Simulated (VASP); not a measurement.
# AgHgBr3 with PBEsol + D3(BJ): from relaxation to properties, part 3 of 4

What structure does AgHgBr3 take at this level, and what are its properties? The cell is invented: it takes the structure of COD entry 1010118, CsHgBr3 (space group 221 there), with some of its atoms replaced by other elements, volume scaled by an estimate. It may not be a known or stable phase.

VASP 6.6.1; PBEsol with D3(BJ); plane waves and PAW (Hg, Ag, Br); invented cell.

Still holding for the runs below: The k-mesh is coarse for a metal.

So far. Step 5 (Bands along the symmetry lines (PBEsol + D3(BJ))): There is no gap at this level. Step 6 (Density of states (PBEsol + D3(BJ))): The finer mesh and the other smearing move the Fermi level by -0.22 eV from the 4×4×4 run, one measure of the sampling error in the zero of the bands above. Of the states within 0.3 eV of the Fermi level, the largest shares in the PAW spheres are Br p 46 % and Hg d 17 %. The relaxed cell has a = 5.362 Å (conventional setting).

## Step 7: Zone-centre phonons (PBEsol + D3(BJ))

Zone-centre modes test whether the atoms sit at a minimum within this cell. IBRION = 6 takes the force constants from differences of forces between displaced cells, so the forces must be tight.

The input, INCAR:

```
SYSTEM = AgHgBr3
PREC = Accurate
ENCUT = 400
EDIFF = 1E-08
NELM = 100
ISMEAR = 1
SIGMA = 0.2
LREAL = .FALSE.
ALGO = Normal
GGA = PS
IVDW = 12
NBANDS = 28
LORBIT = 11
LWAVE = .FALSE.
LCHARG = .FALSE.
KPAR = 2
IBRION = 6
NFREE = 2
POTIM = 0.015
ISIF = 2
NSW = 1
```

The input, POSCAR:

```
AgHgBr3
1.0
    5.3618733194      0.0000000000      0.0000000000
    0.0000000000      5.3618733194      0.0000000000
    0.0000000000      0.0000000000      5.3618733194
Hg Ag Br
1 1 3
Direct
    0.5000000000      0.5000000000      0.5000000000
    0.0000000000      0.0000000000      0.0000000000
    0.0000000000      0.5000000000      0.5000000000
    0.5000000000      0.0000000000      0.5000000000
    0.5000000000      0.5000000000      0.0000000000
```

The input, KPOINTS:

```
Automatic mesh
0
Gamma
6 6 6
0 0 0
```

The projector-augmented-wave data sets are Hg, Ag and Br (PBE family, release 64).

Launch:

```sh
$ mpirun -np 2 vasp_std
```

The log of the run:

```text
[... set-up lines as in an earlier step ...]
 entering main loop
       N       E                     dE             d eps       ncg     rms          rms(c)
DAV:   1     0.267442228472E+03    0.26744E+03   -0.17204E+04  1128   0.111E+03
DAV:   2     0.814669436421E+01   -0.25930E+03   -0.25161E+03  1408   0.267E+02
DAV:   3    -0.990061492236E+01   -0.18047E+02   -0.17908E+02  1312   0.692E+01
DAV:   4    -0.101176753405E+02   -0.21706E+00   -0.21683E+00  1332   0.819E+00
DAV:   5    -0.101198437137E+02   -0.21684E-02   -0.21682E-02  1292   0.825E-01    0.124E+01
DAV:   6    -0.916905620012E+01    0.95079E+00   -0.15634E+00  1300   0.160E+01    0.907E+00
DAV:   7    -0.909705398898E+01    0.72002E-01   -0.12426E+00  1220   0.714E+00    0.335E+00
DAV:   8    -0.908089838522E+01    0.16156E-01   -0.25036E-01  1228   0.471E+00    0.634E-01
DAV:   9    -0.907757926754E+01    0.33191E-02   -0.25791E-02  1264   0.180E+00    0.241E-01
DAV:  10    -0.907782530127E+01   -0.24603E-03   -0.27160E-03  1240   0.314E-01    0.925E-02
DAV:  11    -0.907799597789E+01   -0.17068E-03   -0.19882E-03  1316   0.412E-01    0.887E-02
DAV:  12    -0.907785535995E+01    0.14062E-03   -0.58557E-04  1280   0.214E-01    0.273E-02
DAV:  13    -0.907785778568E+01   -0.24257E-05   -0.37102E-05  1212   0.359E-02    0.951E-03
DAV:  14    -0.907785722636E+01    0.55932E-06   -0.26354E-06  1284   0.157E-02    0.427E-03
DAV:  15    -0.907785737936E+01   -0.15300E-06   -0.43468E-07  1224   0.558E-03    0.185E-03
DAV:  16    -0.907785740214E+01   -0.22779E-07   -0.78776E-08  1224   0.262E-03    0.146E-03
DAV:  17    -0.907785740368E+01   -0.15434E-08   -0.12480E-08   716   0.955E-04
   1 F= -.10301217E+02 E0= -.10299843E+02  d E =-.412380E-02
 Found     4 degrees of freedom:
 Finite differences POTIM= 0.01500 DOF=   4
 bond charge predicted
       N       E                     dE             d eps       ncg     rms          rms(c)
DAV:   1    -0.907680808660E+01    0.10493E-02   -0.19271E+00  2256   0.556E+00    0.144E-01
DAV:   2    -0.907724224147E+01   -0.43415E-03   -0.46784E-03  2560   0.369E-01    0.409E-02
DAV:   3    -0.907723287335E+01    0.93681E-05   -0.55828E-05  2428   0.348E-02    0.226E-02
DAV:   4    -0.907723244163E+01    0.43171E-06   -0.75524E-06  2528   0.123E-02    0.552E-03
DAV:   5    -0.907723241420E+01    0.27436E-07   -0.72657E-07  2344   0.400E-03    0.963E-04
DAV:   6    -0.907723243159E+01   -0.17395E-07   -0.84431E-08  2564   0.124E-03    0.372E-04
DAV:   7    -0.907723243626E+01   -0.46630E-08   -0.82275E-09  1388   0.437E-04
   2 F= -.10300590E+02 E0= -.10299210E+02  d E =-.413975E-02
[...]
3 F= -.10300590E+02 E0= -.10299210E+02  d E =-.413972E-02
[...]
4 F= -.10301328E+02 E0= -.10299953E+02  d E =-.412561E-02
[...]
5 F= -.10301328E+02 E0= -.10299953E+02  d E =-.412560E-02
[...]
6 F= -.10300192E+02 E0= -.10298815E+02  d E =-.413257E-02
[...]
7 F= -.10300192E+02 E0= -.10298815E+02  d E =-.413255E-02
[...]
8 F= -.10301276E+02 E0= -.10299899E+02  d E =-.413068E-02
 Finite differences progress:
  Degree of freedom:   4/  4
  Displacement:        1/  2
  Total:               7/  8
 bond charge predicted
       N       E                     dE             d eps       ncg     rms          rms(c)
DAV:   1    -0.907584285490E+01    0.20926E-02   -0.86178E-01  3596   0.341E+00    0.169E-01
DAV:   2    -0.907797867095E+01   -0.21358E-02   -0.22570E-02  4004   0.601E-01    0.852E-02
DAV:   3    -0.907795709444E+01    0.21577E-04   -0.17209E-04  4124   0.594E-02    0.599E-02
DAV:   4    -0.907793508406E+01    0.22010E-04   -0.15036E-04  4140   0.479E-02    0.170E-02
DAV:   5    -0.907793635455E+01   -0.12705E-05   -0.15946E-05  3840   0.148E-02    0.904E-03
DAV:   6    -0.907793558978E+01    0.76477E-06   -0.15927E-06  4048   0.581E-03    0.587E-03
DAV:   7    -0.907793550354E+01    0.86239E-07   -0.26859E-06  3976   0.644E-03    0.610E-03
DAV:   8    -0.907793548918E+01    0.14365E-07   -0.32188E-07  3868   0.228E-03    0.399E-03
DAV:   9    -0.907793548322E+01    0.59617E-08   -0.28654E-08  3584   0.694E-04
   9 F= -.10301276E+02 E0= -.10299899E+02  d E =-.413072E-02
 Finite differences progress:
  Degree of freedom:   4/  4
  Displacement:        2/  2
  Total:               8/  8
```

Elapsed: 5.6 min, on 2 MPI ranks of AMD EPYC 7R43, shared host; peak memory 0.81 GiB.

Parts of OUTCAR (step 7):

```text
   k-points           NKPTS =     20   k-points in BZ     NKDIM =     20   number of bands    NBANDS=     28

   NELECT =      44.0000    total number of electrons

 Edisp (eV)   -1.22334

 E-fermi :   1.0364

 k-point     1 :       0.0000    0.0000    0.0000
  band No.  band energies     occupation
    ...
     20      -0.5082      2.00000
     21      -0.5058      2.00000
     22      -0.5056      2.00000
     23      -0.4408      2.00000
     24       1.0532      0.85858
     25       7.5681      0.00000
     26       7.5692      0.00000
     27       7.9324      0.00000
     28       7.9326      0.00000

 Edisp (eV)   -1.22334

  Total      -0.11996    -0.11938    -0.12009     0.00000     0.00000     0.00000
  in kB      -1.24685    -1.24075    -1.24812     0.00000     0.00000     0.00000
  external pressure =       -1.25 kB  Pullay stress =        0.00 kB

 POSITION                                       TOTAL-FORCE (eV/Angst)
 -----------------------------------------------------------------------------------
      2.68094      2.68094      2.68094         0.000000      0.010078      0.000000
      0.00000      0.00000      0.00000         0.000000      0.009186      0.000000
      0.00000      2.66594      2.68094         0.000000     -0.007782      0.000000
      2.68094      0.00000      2.68094         0.000000     -0.017227      0.000000
      2.68094      2.68094      0.00000         0.000000      0.005745      0.000000
 -----------------------------------------------------------------------------------
    total drift:                                0.000004      0.000125     -0.000001

  FREE ENERGIE OF THE ION-ELECTRON SYSTEM (eV)
  ---------------------------------------------------
  free  energy   TOTEN  =       -10.3012761467 eV

  energy  without entropy=      -10.2971454308  energy(sigma->0) =      -10.29989924

 Eigenvectors and eigenvalues of the dynamical matrix
 ----------------------------------------------------

   1 f  =    5.908956 THz    37.127068 2PiTHz  197.101571 cm-1    24.437469 meV
             X         Y         Z           dx          dy          dz
      2.680937  2.680937  2.680937     0.424027   -0.015494   -0.000000
      0.000000  0.000000  0.000000     0.010556   -0.000386   -0.000000
      0.000000  2.680937  2.680937    -0.892653   -0.003826   -0.000000
      2.680937  0.000000  2.680937     0.104707    0.032617    0.000000
      2.680937  2.680937  0.000000     0.104707   -0.003826    0.000000

   2 f  =    5.908956 THz    37.127068 2PiTHz  197.101571 cm-1    24.437469 meV
             X         Y         Z           dx          dy          dz
      2.680937  2.680937  2.680937    -0.000000   -0.000000   -0.424310
      0.000000  0.000000  0.000000    -0.000000   -0.000000   -0.010563
      0.000000  2.680937  2.680937     0.000000   -0.000000   -0.104777
      2.680937  0.000000  2.680937    -0.000000    0.000000   -0.104777
      2.680937  2.680937  0.000000    -0.000000   -0.000000    0.893249

   3 f  =    5.908956 THz    37.127068 2PiTHz  197.101571 cm-1    24.437469 meV
             X         Y         Z           dx          dy          dz
      2.680937  2.680937  2.680937     0.015494    0.424027    0.000000
      0.000000  0.000000  0.000000     0.000386    0.010556    0.000000
      0.000000  2.680937  2.680937    -0.032617    0.104707    0.000000
      2.680937  0.000000  2.680937     0.003826   -0.892653   -0.000000
      2.680937  2.680937  0.000000     0.003826    0.104707    0.000000

   4 f  =    1.054818 THz     6.627615 2PiTHz   35.184929 cm-1     4.362373 meV
             X         Y         Z           dx          dy          dz
      2.680937  2.680937  2.680937    -0.151422    0.476818   -0.451155
      0.000000  0.000000  0.000000     0.097147   -0.305909    0.289445
      0.000000  2.680937  2.680937    -0.050024   -0.278592    0.263597
      2.680937  0.000000  2.680937     0.088472    0.157523    0.263597
[...]
X         Y         Z           dx          dy          dz
      2.680937  2.680937  2.680937    -0.347677    0.494758   -0.003725
      0.000000  0.000000  0.000000    -0.256635    0.365203   -0.002750
      0.000000  2.680937  2.680937    -0.219490    0.311194   -0.002343
      2.680937  0.000000  2.680937    -0.218682    0.312344   -0.002343
      2.680937  2.680937  0.000000    -0.218682    0.311194   -0.002352

   9 f  =    0.006576 THz     0.041318 2PiTHz    0.219349 cm-1     0.027196 meV
             X         Y         Z           dx          dy          dz
      2.680937  2.680937  2.680937    -0.494696   -0.347532    0.013282
      0.000000  0.000000  0.000000    -0.365156   -0.256529    0.009804
      0.000000  2.680937  2.680937    -0.312304   -0.218592    0.008354
      2.680937  0.000000  2.680937    -0.311155   -0.219399    0.008354
      2.680937  2.680937  0.000000    -0.311155   -0.218592    0.008385

  10 f/i=    1.660719 THz    10.434602 2PiTHz   55.395607 cm-1     6.868177 meV
             X         Y         Z           dx          dy          dz
      2.680937  2.680937  2.680937    -0.000000   -0.000000   -0.000000
      0.000000  0.000000  0.000000     0.000000    0.000000    0.000000
      0.000000  2.680937  2.680937     0.000000    0.177266   -0.431903
      2.680937  0.000000  2.680937    -0.531071    0.000000    0.431903
      2.680937  2.680937  0.000000     0.531071   -0.177266   -0.000000

  11 f/i=    1.660719 THz    10.434602 2PiTHz   55.395607 cm-1     6.868177 meV
             X         Y         Z           dx          dy          dz
      2.680937  2.680937  2.680937    -0.000000    0.000000   -0.000000
      0.000000  0.000000  0.000000    -0.000000   -0.000000   -0.000000
      0.000000  2.680937  2.680937    -0.000000   -0.633099   -0.312062
      2.680937  0.000000  2.680937     0.042468    0.000000    0.312062
      2.680937  2.680937  0.000000    -0.042468    0.633099   -0.000000

  12 f/i=    1.660719 THz    10.434602 2PiTHz   55.395607 cm-1     6.868177 meV
             X         Y         Z           dx          dy          dz
      2.680937  2.680937  2.680937    -0.000000    0.000000    0.000000
      0.000000  0.000000  0.000000    -0.000000   -0.000000   -0.000000
      0.000000  2.680937  2.680937    -0.000000    0.260313   -0.464841
      2.680937  0.000000  2.680937     0.464930    0.000000    0.464841
      2.680937  2.680937  0.000000    -0.464930   -0.260313    0.000000

  13 f/i=    2.007298 THz    12.612225 2PiTHz   66.956253 cm-1     8.301514 meV
             X         Y         Z           dx          dy          dz
      2.680937  2.680937  2.680937    -0.021170   -0.002979    0.000347
      0.000000  0.000000  0.000000    -0.775741   -0.109151    0.012709
      0.000000  2.680937  2.680937     0.081865    0.060635   -0.007060
      2.680937  0.000000  2.680937     0.430931    0.011519   -0.007060
      2.680937  2.680937  0.000000     0.430931    0.060635   -0.001341

  14 f/i=    2.007298 THz    12.612225 2PiTHz   66.956253 cm-1     8.301514 meV
             X         Y         Z           dx          dy          dz
      2.680937  2.680937  2.680937     0.002980   -0.021173    0.000022
      0.000000  0.000000  0.000000     0.109179   -0.775841    0.000823
      0.000000  2.680937  2.680937    -0.011522    0.430987   -0.000457
      2.680937  0.000000  2.680937    -0.060650    0.081876   -0.000457
      2.680937  2.680937  0.000000    -0.060650    0.430987   -0.000087

  15 f/i=    2.007298 THz    12.612225 2PiTHz   66.956253 cm-1     8.301514 meV
             X         Y         Z           dx          dy          dz
      2.680937  2.680937  2.680937     0.000340    0.000071    0.021379
      0.000000  0.000000  0.000000     0.012470    0.002585    0.783382
      0.000000  2.680937  2.680937    -0.001316   -0.001436   -0.435176
      2.680937  0.000000  2.680937    -0.006927   -0.000273   -0.435176
      2.680937  2.680937  0.000000    -0.006927   -0.001436   -0.082671

 ELASTIC MODULI CONTR FROM IONIC RELAXATION (kBar)
 Direction    XX          YY          ZZ          XY          YZ          ZX
 --------------------------------------------------------------------------------
 XX           0.0000      0.0000      0.0000      0.0000      0.0000      0.0000
 YY           0.0000      0.0000      0.0000      0.0000      0.0000      0.0000
 ZZ           0.0000      0.0000      0.0000      0.0000      0.0000      0.0000
 XY           0.0000      0.0000      0.0000      0.0000      0.0000      0.0000
 YZ           0.0000      0.0000      0.0000      0.0000      0.0000      0.0000
 ZX           0.0000      0.0000      0.0000      0.0000      0.0000      0.0000
 --------------------------------------------------------------------------------

[... 7 parts as in an earlier step ...]

[... 9 further parts left out ...]
```

CONTCAR:

```
AgHgBr3
   1.00000000000000
     5.3618733193999999    0.0000000000000000    0.0000000000000000
     0.0000000000000000    5.3618733193999999    0.0000000000000000
     0.0000000000000000    0.0000000000000000    5.3618733193999999
  Hg              Ag              Br
     1     1     3
Direct
     0.5000000000000000    0.5000000000000000    0.5000000000000000
     0.0000000000000000    0.0000000000000000    0.0000000000000000
     0.0000000000000000    0.4972024702736396    0.5000000000000000
     0.5000000000000000    0.0000000000000000    0.5000000000000000
     0.5000000000000000    0.5000000000000000    0.0000000000000000
```

The last energy, forces, stress and levels in OUTCAR belong to the last displaced cell, not to the cell of POSCAR.

This step gave:

```
bands                     : 28
pressure of the cell      : -0.1255 GPa
largest force of the cell : 0 eV/Å
```

Modes at Γ, with each element's share of the kinetic energy (negative means imaginary):

```csv
mode,frequency (cm⁻¹),symmetry,Hg %,Ag %,Br %
1,-67.0,T1u,0,61,39
2,-67.0,T1u,0,61,39
3,-67.0,T1u,0,61,39
4,-55.4,T2u,0,0,100
5,-55.4,T2u,0,0,100
6,-55.4,T2u,0,0,100
7,0.2,acoustic,37,20,44
8,0.2,acoustic,37,20,44
9,0.2,acoustic,37,20,44
10,35.2,T1u,45,19,36
11,35.2,T1u,45,19,36
12,35.2,T1u,45,19,36
13,197.1,T1u,18,0,82
14,197.1,T1u,18,0,82
15,197.1,T1u,18,0,82
```

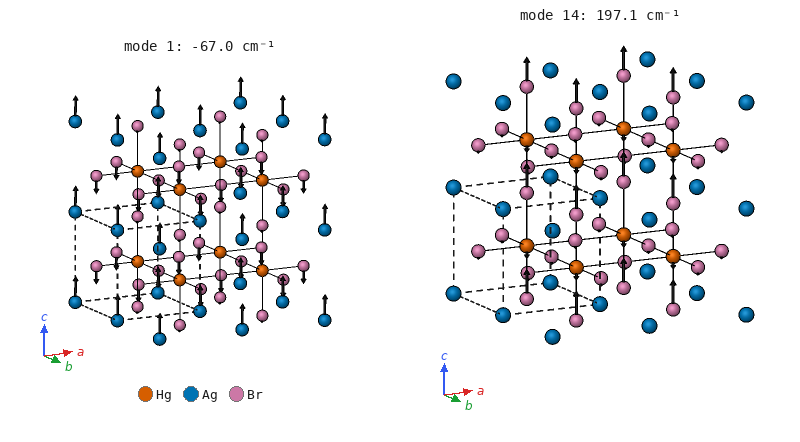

Displacement patterns of modes 1 and 14 at Γ; arrows are exaggerated. 2×2×2 cells are drawn. Some periodic images of atoms are drawn too.

The three acoustic modes lie within 0.2 cm⁻¹ of zero, but 6 optical modes are imaginary, so the cell is a saddle point and not a minimum. By the characters of their eigenvectors the optical modes sort into (cm⁻¹) infrared active: T1u 67i, T1u 35, T1u 197; silent: T2u 55i.

(Part 3 of 4 ends here.)

[Lines on the potential files, build, host, timing and source positions are cut from VASP's logs without a mark.]

[Logs are printed without paths, hosts, clocks, repeated set-up lines and the standing remarks that a program may print on its own settings, such as how far it seeks lower states.]

[Hosts, paths, dates, database ids (printed as entryN), source tags and the programs' standing remarks are cut or masked in the printed files.]

[A measured line is paired with the nearest computed mode of its activity, which favours agreement.]
